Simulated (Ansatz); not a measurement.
# MgS(100) (Fm-3m bulk, 5 atomic planes (those closer than 0.6 Å count as one), 10 Å, MgS-terminated): simulated STM

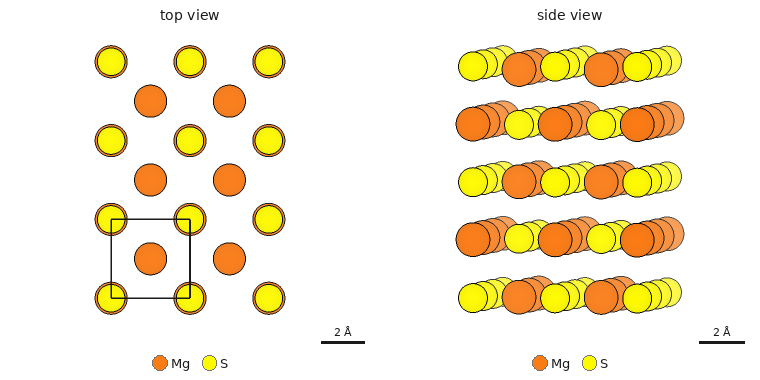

The relaxed structure from above and from the side.

Computed with DFT LDA, scalar-relativistic, plane waves, PAW (Ansatz). Cutoff 420 eV, 16 × 16 k-points, Gaussian smearing 0.05 eV, dipole correction. The slab is a cut without reconstruction beyond its cell, at the source's lattice constants, with its lower half held fixed and the rest relaxed. No spin polarisation. The run warns that the functional's potential is rough in the thin density of the vacuum, where the tip is; weak contrasts and barriers may feel it.

Tersoff–Hamann simulation (s-wave tip); biases are sample biases. Zero bias is put in the middle of the gap by convention. Bias windows are sharp sums over the levels of the k mesh.

```
CELL_PARAMETERS angstrom
3.67929 0.00000 0.00000
0.00000 3.67929 0.00000
0.00000 0.00000 30.40660
ATOMIC_POSITIONS crystal
Mg 0.50000 0.50000 0.32888
S 0.00000 0.00000 0.32888
Mg 0.00000 0.00000 0.41444
S 0.50000 0.50000 0.41444
Mg 0.50000 0.50000 0.49772
S 0.00000 0.00000 0.49851
Mg 0.00000 0.00000 0.58351
S 0.50000 0.50000 0.58105
Mg 0.50000 0.50000 0.66206
S 0.00000 0.00000 0.66795
```

### 1. One image

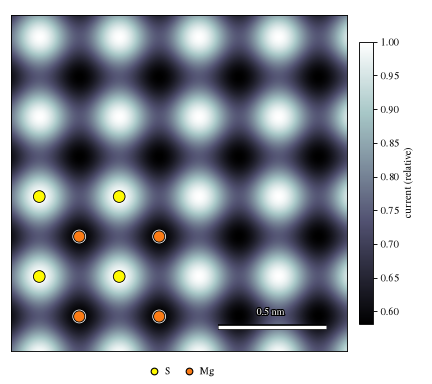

Constant-height image 5.0 Å above the topmost atom of this surface, sample bias −3.30 V. The atoms seen from above are drawn over one corner (deeper ones smaller).

> What lies under the maxima and minima of this image?

The brightest spots lie over the top S atoms; the darkest points are over the top Mg atoms. The brightest point carries 1.7 times the current of the darkest.

### 2. Approach curves

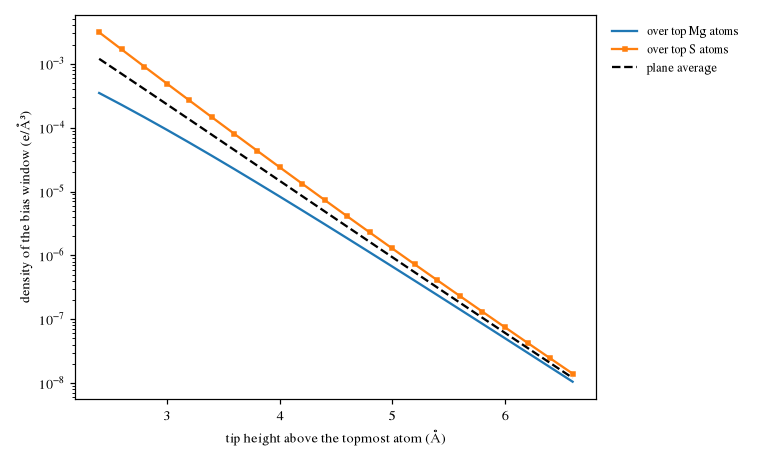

Approach curves over this surface at a sample bias of −2.50 V.

> How fast does the current decay, and what apparent barrier height does that imply?

Near 4 Å the plane average falls as exp(−2.76 z/Å), a factor of 16 per ångström, which gives an apparent barrier of 7.3 eV (0.952 eV Å² times the slope squared). The vacuum level lies 4.45 eV above zero bias. The highest filled states lie 5.61 eV under it. The apparent barrier is above 5.61 eV. At 4 Å the 0.38 eV of states nearest the highest filled state carry 17 % of the density. The value exceeds even the 6.95 eV between the vacuum level and the deepest states of the window, so their depth alone doesn't explain it. States away from the zone centre decay faster, since their momentum along the surface adds to the barrier, and that may account for the rest.

### 3. States by depth

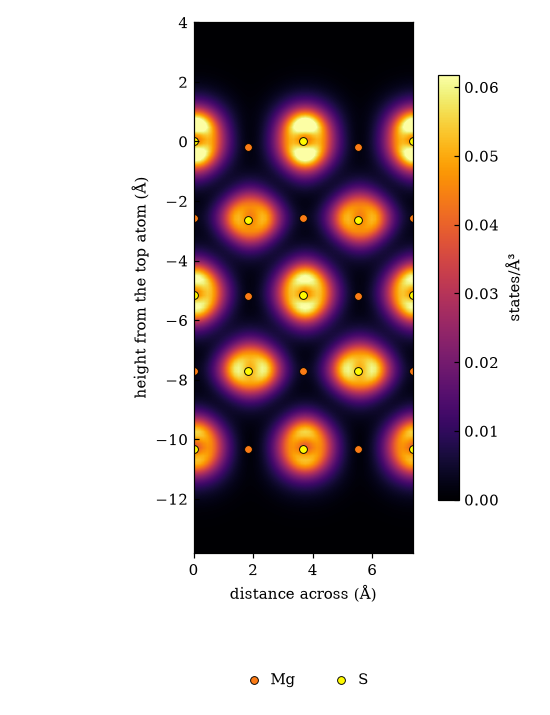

Density of all states between −1.90 and −1.55 eV (zero: the middle of the gap) of this surface: side view, averaged along the second cell vector.

The picture shows the smooth PAW orbitals' density alone; the shares below count all of it.

> Where in the slab do these states sit?

The window holds 3.4 states per cell. Shares by plane (space cut midway between planes), top to bottom: MgS 24 %, MgS 17 %, MgS 21 %, MgS 19 %, MgS 19 %; the outer planes' shares include the vacuum, and density in a gap between layers is shared out between the planes on either side.

### 4. Bias series

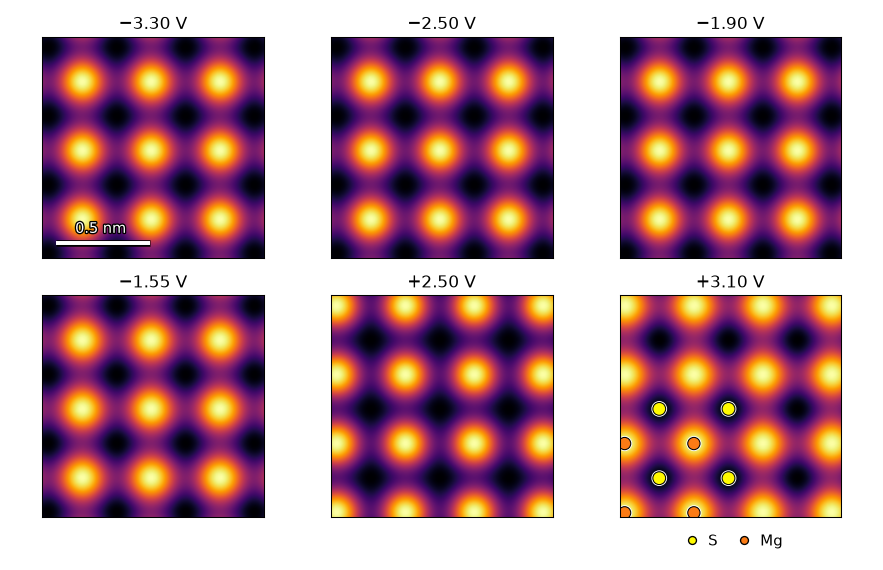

Constant-height images of this surface at 6 sample biases, each on its own colour scale; the last has the atoms seen from above drawn over one corner (deeper ones smaller).

> How do the images change with bias?

| bias | height (Å) | bright/dark | brightest over |
| --- | --- | --- | --- |
| −3.30 V | 4.0 | 2.4 | top S atoms |
| −2.50 V | 4.0 | 2.9 | top S atoms |
| −1.90 V | 4.0 | 2.9 | top S atoms |
| −1.55 V | 4.0 | 1.9 | top S atoms |
| +2.50 V | 4.0 | 1.5 | top Mg atoms |
| +3.10 V | 4.0 | 1.3 | top Mg atoms |

On its k mesh the slab has a gap of 2.34 eV, inside which this model gives no current; semilocal functionals usually make such gaps too small.
